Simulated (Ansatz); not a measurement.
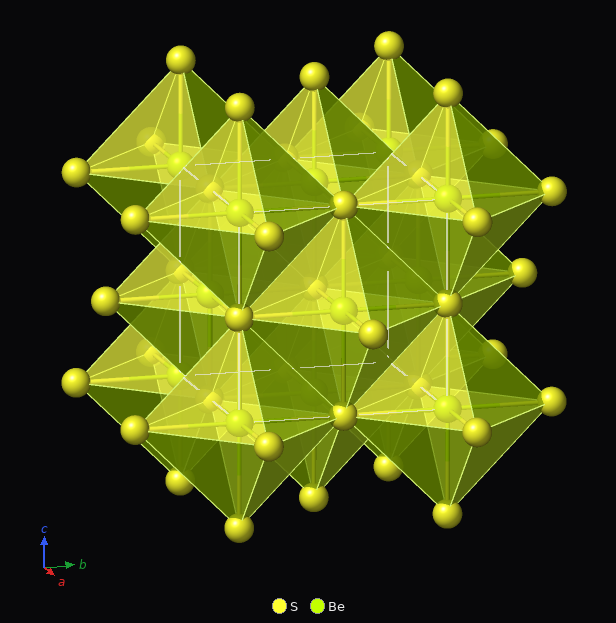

The crystal in a polyhedral representation, seen slightly off an axis. The drawn cell (a repeat of the simulation cell) is outlined; an atom on or near a face, edge or corner is repeated at each equivalent position. A few atoms beyond the faces are included.

BeS, a = 4.617 Å, b = 4.617 Å, c = 4.617 Å, α = 89.70°, β = 89.70°, γ = 89.70°. Strictly the space group is R-3m (No. 166, within 0.01 Å). It is a distorted form of a face-centred cubic structure, space group Fm-3m (No. 225) within 0.25 Å: rock salt (NaCl type). Provenance: a structure type filled with these elements by a generator (whether the compound takes this form wasn't checked). The cell was then strained or its atoms displaced on purpose. It was the input of a calculation with Ansatz.

This one geometry was computed with Ansatz (DFT, plane waves, PAW) at three levels of theory: HSE06, PBE and r2SCAN. It was relaxed with r2SCAN and then strained.

Which level gives the highest pressure at this volume, and what does that say about its equilibrium volume?

Highest: PBE (0.9 GPa) and r2SCAN (1.3 GPa), which points to the largest equilibrium volume. Lowest, with the smallest volume: HSE06 (-0.5 GPa). Levels within 0.5 GPa of each other can't be told apart.

How does the band gap change with the level of theory?

PBE: a gap of 0.94 eV, indirect; r2SCAN: a gap of 1.30 eV, indirect; HSE06: a gap of 1.71 eV, indirect.

Collect the results in a table.

| level | cutoff (eV) | k-mesh of the run's cell | gap (eV) | pressure (GPa) |
| --- | --- | --- | --- | --- |
| HSE06 | 420 | 6×6×6 | 1.71 | -0.5 |
| PBE | 420 | 10×10×10 | 0.94 | 0.9 |
| r2SCAN | 500 | 10×10×10 | 1.30 | 1.3 |

Gaps are taken on the k-mesh or band path of each run.
